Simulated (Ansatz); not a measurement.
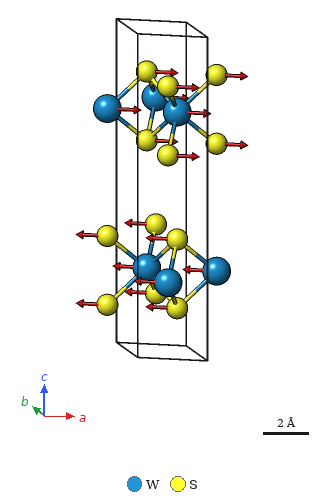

Phonons of crystalline WS2, space group P6₃/mmc (No. 194), at the zone centre. The optical levels lie at 4 (×2), 8, 287 (×4), 344 (×4), 407 (×2), 426 (×2) cm⁻¹. One mode is drawn. Displacements are drawn as red arrows; their common scale and sign are arbitrary. The picture is a ball-and-stick view of the cell of the calculation, seen slightly off an axis.

All numbers below come from DFT PBE, scalar-relativistic, plane waves, PAW in Ansatz 0.2.0. Set-up: plane-wave cutoff 420 eV; k-point mesh 12 × 12 × 2; occupations gaussian; smearing width 0.05 eV; no spin polarisation.

Frequencies are those without the non-analytic (LO–TO) term.

To which level does it belong?

Answer. The level at 4 cm⁻¹. This is the E₂g mode (doubly degenerate; one member of the set is drawn), the lowest optical level, Raman-active by symmetry. All motion is along a; whole layers move rigidly against one another; the kinetic energy is shared as W 74 %, S 26 %. The frequency is so near zero that its sign isn't certain.

Limits of the set-up: layers or molecules are held without a dispersion correction, so their spacing is unreliable.
